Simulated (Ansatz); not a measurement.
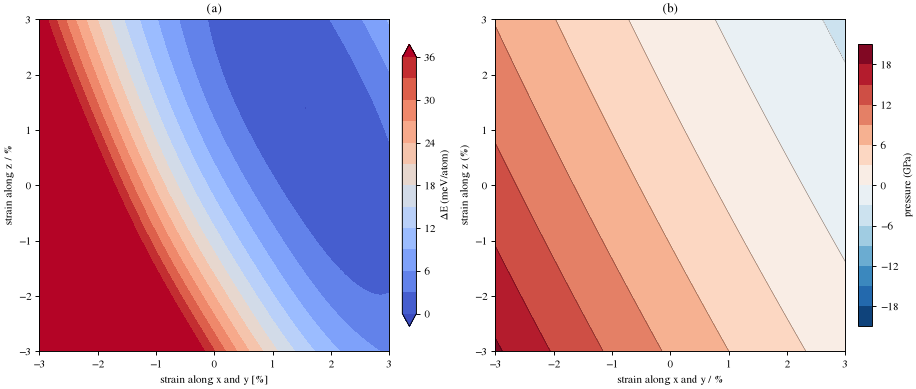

Ag (Fm-3m, No. 225; 1 atom in the cell). The cell is strained homogeneously, by one strain along x and y and another along z, with fractional coordinates fixed (x, y and z along the cube axes). The first coordinate is: strain along x and y; the second: strain along z. The grid has 5 × 5 points. Energies are in meV/atom, from the lowest grid point. The reference cell is the one listed in the database, not relaxed at this level. These are results of Ansatz 0.2.0, DFT PBE, scalar-relativistic, plane waves, PAW, not measurements. Settings: cutoff 420 eV, k-mesh 20×20×20, gaussian smearing 0.15 eV, no spin polarisation.

Panel (a) is the energy and panel (b) the computed pressure on the same grid.

In the figure: filled contours, one colour for all values above the top of the scale. Between grid points the surface is interpolated.

> How does the pressure vary over the map, and what is it at the lowest grid point?

It runs from −3.6 GPa at strain along x and y = 3.0 %, strain along z = 3.0 % to 18.5 GPa at strain along x and y = −3.0 %, strain along z = −3.0 %. At the lowest grid point, strain along x and y = 1.5 %, strain along z = 1.5 %, it is 0.0 GPa.
